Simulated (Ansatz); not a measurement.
# What a change does: single-point calculation on ZnS

System: ZnS (P2₁, 4 atoms in the cell).
Method of run A: DFT PBEsol, scalar-relativistic, plane waves, PAW, no spin polarisation (Ansatz 0.2.0).

The structure derives from an entry of the Crystallography Open Database. Text and figures count atoms from 1; the logs count them from 0 in places.

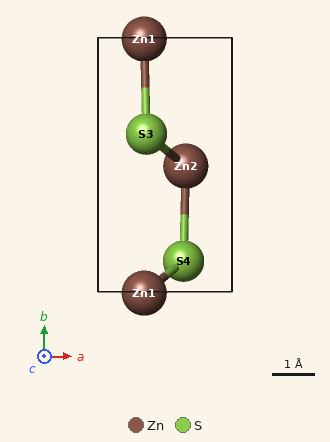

Fig. 1: The structure as given in the input (ball-and-stick view of the cell of the calculation, set on other vectors, along the c axis; atoms are numbered from 1 in the order of the input).

The input, run A:
```yaml
crystal:
  lattice:
    - [3.6869103465, 0.0, 0.0]
    - [-1.8434551732, 3.1929580215, 0.0]
    - [0.0, 0.0, 6.0534967868]
  atoms:
    - { symbol: Zn, position: [0.3217290192, 0.6666666667, 0.0054424479] }
    - { symbol: Zn, position: [0.6782709808, 0.3333333333, 0.5054424479] }
    - { symbol: S, position: [0.3050372832, 0.6666666667, 0.3795575521] }
    - { symbol: S, position: [0.6949627168, 0.3333333333, 0.8795575521] }
basis:
  ecutwfc: 520.0
kpoints:
  mp_grid: { grid: [9, 9, 6] }
hamiltonian:
  xc: pbesol
  pseudopotentials: { kind: paw }
scf:
  occupations: { method: gaussian, width: 0.05 }
output:
  forces: true
  stress: true
  eigenvalues: true
```

Command:
```bash
ansatz run input.yaml --threads 1 --pin off --max-ram 2048MiB --backend cpu --events-out ev --progress --plain --runs-dir out
```

Hardware: 1 thread of Arm Neoverse N1, 98 GiB of memory available, shared host.

Output, shortened to warnings, some set-up lines, iterations and results (run A):
```
Basis set: ecut = 520 eV, 1919 PW (Γ), exchange–correlation on 60×60×96 points (8 copies of the dense FFT grid, shifted against one another)
Symmetry: 2 space group operations
k-points: 164 of 486 (time reversal used)
Initial density: superposition of atomic densities (neutral atoms: chi_scale 0, normalization atom), corrected by the library's trained network
[...]
SCF iter   1: F=—  HF=-8334.578270 eV  |F-HF|=—  |Δ(HF+E_count)|=         —  Δρ=5.51e-3  dr2=2.24e-2  ethr=1.77e-3  ⟨swp⟩=6.2  Hψ=17967  notcnv=0
SCF iter   2: F=—  HF=-8334.571786 eV  |F-HF|=—  |Δ(HF+E_count)|=   6.48e-3  Δρ=2.10e-3  dr2=5.15e-3  ethr=6.22e-5  ⟨swp⟩=2.0  Hψ=8183  notcnv=0
SCF iter   3: F=—  HF=-8334.570698 eV  |F-HF|=—  |Δ(HF+E_count)|=   1.09e-3  Δρ=1.50e-3  dr2=1.22e-3  ethr=1.43e-5  ⟨swp⟩=2.0  Hψ=6812  notcnv=0
SCF iter   4: F=—  HF=-8334.570286 eV  |F-HF|=—  |Δ(HF+E_count)|=   4.13e-4  Δρ=3.78e-4  dr2=9.01e-5  ethr=3.39e-6  ⟨swp⟩=2.0  Hψ=6212  notcnv=0
SCF iter   5: F=—  HF=-8334.570316 eV  |F-HF|=—  |Δ(HF+E_count)|=   3.09e-5  Δρ=8.22e-5  dr2=7.14e-6  ethr=2.50e-7  ⟨swp⟩=2.9  Hψ=6583  notcnv=0
SCF iter   6: F=—  HF=-8334.570319 eV  |F-HF|=—  |Δ(HF+E_count)|=   2.35e-6  Δρ=3.65e-5  dr2=7.55e-7  ethr=1.98e-8  ⟨swp⟩=2.0  Hψ=6560  notcnv=0
SCF iter   7: F=-8334.570319 eV  HF=-8334.570319 eV  |F-HF|=3.89e-8  |Δ(HF+E_count)|=   6.21e-7  Δρ=5.67e-6  dr2=3.14e-8  ethr=2.78e-10  ⟨swp⟩=6.0  Hψ=17275  notcnv=0
SCF 1 converged in 7 iterations: F = -8334.570319 eV  dr2 = 3.14e-8
SCF converged after 7 iterations
Free energy (F): -8334.570319 eV
Harris-Foulkes:  -8334.570319 eV  (|F-HF|=3.89e-8)
Internal energy: -8334.570319 eV  (E = F + TS)
E sigma→0 (E₀):  -8334.570319 eV
Fermi energy:    8.363385 eV
--- Per-component energies (eV) ---
  E_band       = 40.711677
  E_kinetic    = 482.102329
  E_local      = -3961.012959  (includes V_loc(G=0)·N_el)
  E_nonlocal   = 1287.066691
  E_hartree    = 1657.901913
  E_xc         = -467.010690
  E_vxc        = -284.227904  (∫ρ·V_xc dr)
  E_paw        = -4748.462628  (= ΣΔE_a)
  E_vpaw       = -799.024416  (= ΣTr[D̂ρ^β])
  E_aug_tail   = 0.000044  (compensation charges beyond the density's cutoff)
  E_ewald      = -2586.873627
  E_core_change = 1.718608  (= ΣΔE_core)
  E_smearing   = -0.000000  (= −TS)
  E_closure    = 0.000000  (closes the sum)
  Σ components = -8334.570319   (vs F -8334.570319, Δ=0.00e0)
--- Forces (eV/Å), atoms counted from 1 ---
  atom   1  Zn     1.19648898     0.29742875     0.20490671
  atom   2  Zn    -1.19648898    -0.29742875     0.20490671
  atom   3  S      1.35223256     0.31538130    -0.20490065
  atom   4  S     -1.35223256    -0.31538130    -0.20490065
  max |Σ_I F_I| component: 1.21e-5 eV/Å
--- Stress (GPa, compression-positive) ---
        9.110872       5.944369       0.000000
        5.944370       7.861649       0.000000
        0.000000       0.000000       7.766839
  P = ⅓ Tr σ = 8.2465 GPa (82.465 kbar)
```

For run B the input was changed thus:
```diff
-    - [3.6869103465, 0.0, 0.0]
-    - [-1.8434551732, 3.1929580215, 0.0]
-    - [0.0, 0.0, 6.0534967868]
+    - [3.8287145906, 0.0, 0.0]
+    - [-1.9143572953, 3.3157640993, 0.0]
+    - [0.0, 0.0, 6.2863235863]
```

What does this change do to the results?

With the same functional and potentials, run B lies 36.1 meV per atom lower. The gap on the mesh goes from 2.49 to 1.96 eV. The pressure goes from 8.25 to −1.83 GPa. The largest force goes from 1.404 to 0.991 eV/Å. The volume per atom goes from 17.82 to 19.95 Å³. The number of SCF iterations is the same. The plane waves at Γ go from 1919 to 2129.

Output, shortened to warnings, some set-up lines, iterations and results (run B):
```
Basis set: ecut = 520 eV, 2129 PW (Γ), exchange–correlation on 60×60×96 points (8 copies of the dense FFT grid, shifted against one another)
Symmetry: 2 space group operations
k-points: 164 of 486 (time reversal used)
Initial density: superposition of atomic densities (neutral atoms: chi_scale 0, normalization atom), corrected by the library's trained network
[...]
SCF iter   1: F=—  HF=-8334.723267 eV  |F-HF|=—  |Δ(HF+E_count)|=         —  Δρ=5.14e-3  dr2=2.63e-2  ethr=1.77e-3  ⟨swp⟩=6.1  Hψ=17499  notcnv=0
SCF iter   2: F=—  HF=-8334.716182 eV  |F-HF|=—  |Δ(HF+E_count)|=   7.08e-3  Δρ=1.99e-3  dr2=5.69e-3  ethr=7.31e-5  ⟨swp⟩=2.2  Hψ=8060  notcnv=0
SCF iter   3: F=—  HF=-8334.715141 eV  |F-HF|=—  |Δ(HF+E_count)|=   1.04e-3  Δρ=1.43e-3  dr2=1.17e-3  ethr=1.58e-5  ⟨swp⟩=2.0  Hψ=6860  notcnv=0
SCF iter   4: F=—  HF=-8334.714689 eV  |F-HF|=—  |Δ(HF+E_count)|=   4.52e-4  Δρ=4.07e-4  dr2=1.33e-4  ethr=3.24e-6  ⟨swp⟩=2.0  Hψ=5882  notcnv=0
SCF iter   5: F=—  HF=-8334.714757 eV  |F-HF|=—  |Δ(HF+E_count)|=   6.86e-5  Δρ=8.43e-5  dr2=8.14e-6  ethr=3.69e-7  ⟨swp⟩=3.0  Hψ=6683  notcnv=0
SCF iter   6: F=—  HF=-8334.714761 eV  |F-HF|=—  |Δ(HF+E_count)|=   4.16e-6  Δρ=3.53e-5  dr2=9.61e-7  ethr=2.26e-8  ⟨swp⟩=2.0  Hψ=6560  notcnv=0
SCF iter   7: F=-8334.714763 eV  HF=-8334.714763 eV  |F-HF|=5.69e-8  |Δ(HF+E_count)|=   1.33e-6  Δρ=6.01e-6  dr2=3.75e-8  ethr=2.78e-10  ⟨swp⟩=3.3  Hψ=16590  notcnv=0
SCF 1 converged in 7 iterations: F = -8334.714763 eV  dr2 = 3.75e-8
SCF converged after 7 iterations
Free energy (F): -8334.714763 eV
Harris-Foulkes:  -8334.714763 eV  (|F-HF|=5.69e-8)
Internal energy: -8334.714763 eV  (E = F + TS)
E sigma→0 (E₀):  -8334.714763 eV
Fermi energy:    6.572540 eV
--- Per-component energies (eV) ---
  E_band       = 0.562795
  E_kinetic    = 475.594608
  E_local      = -4110.461593  (includes V_loc(G=0)·N_el)
  E_nonlocal   = 1289.075441
  E_hartree    = 1714.992803
  E_xc         = -463.243370
  E_vxc        = -279.329304  (∫ρ·V_xc dr)
  E_paw        = -4751.327802  (= ΣΔE_a)
  E_vpaw       = -804.304365  (= ΣTr[D̂ρ^β])
  E_aug_tail   = 0.000034  (compensation charges beyond the density's cutoff)
  E_ewald      = -2491.063493
  E_core_change = 1.718608  (= ΣΔE_core)
  E_smearing   = -0.000000  (= −TS)
  E_closure    = -0.000000  (closes the sum)
  Σ components = -8334.714763   (vs F -8334.714763, Δ=0.00e0)
--- Forces (eV/Å), atoms counted from 1 ---
  atom   1  Zn     0.77863100     0.21435605     0.12730214
  atom   2  Zn    -0.77863100    -0.21435605     0.12730214
  atom   3  S      0.95453946     0.23248549    -0.12729216
  atom   4  S     -0.95453946    -0.23248549    -0.12729216
  max |Σ_I F_I| component: 2.00e-5 eV/Å
--- Stress (GPa, compression-positive) ---
       -1.087886       3.157344       0.000000
        3.157344      -2.082539       0.000000
        0.000000       0.000000      -2.309623
  P = ⅓ Tr σ = -1.8267 GPa (-18.267 kbar)
```

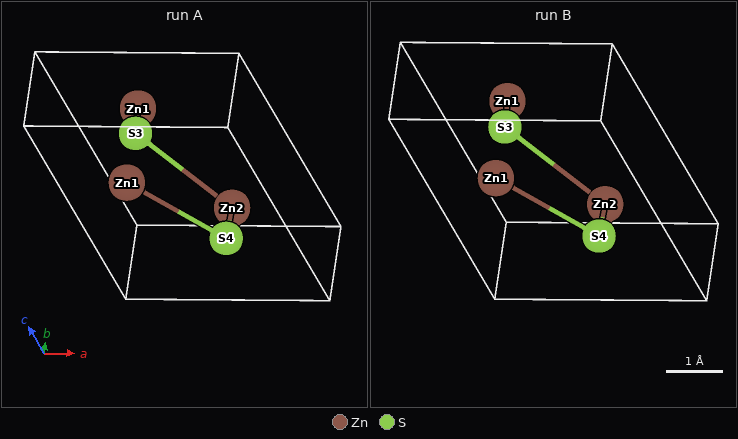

Fig. 2: The two input geometries at one scale (ball-and-stick view of the cell of the calculation, set on other vectors, seen at an oblique angle). The atoms keep their places relative to the cell (all moves are under 0.005 Å). The volume changes by +12.0 %, with a = c 3.687 → 3.829 Å (+3.8 %), b 6.053 → 6.286 Å (+3.8 %). Among the contacts that change: Zn1–S4 2.382 → 2.474 Å, Zn1–S3 2.266 → 2.353 Å.

The two runs side by side:

```csv
quantity,run A,run B
outcome,converged,converged
free energy per atom (eV),−2083.6426,−2083.6787
gap on the mesh (eV),2.49,1.96
pressure (GPa),8.25,−1.83
volume per atom (Å³),17.82,19.95
largest force (eV/Å),1.404,0.991
SCF iterations,7,7
irreducible k-points,164,164
plane waves at Γ,1919,2129
wall time (shared host),54 s,64 s
```

For run A: The cell is under a pressure of 8.2 GPa at this level, so it is not at its equilibrium volume.
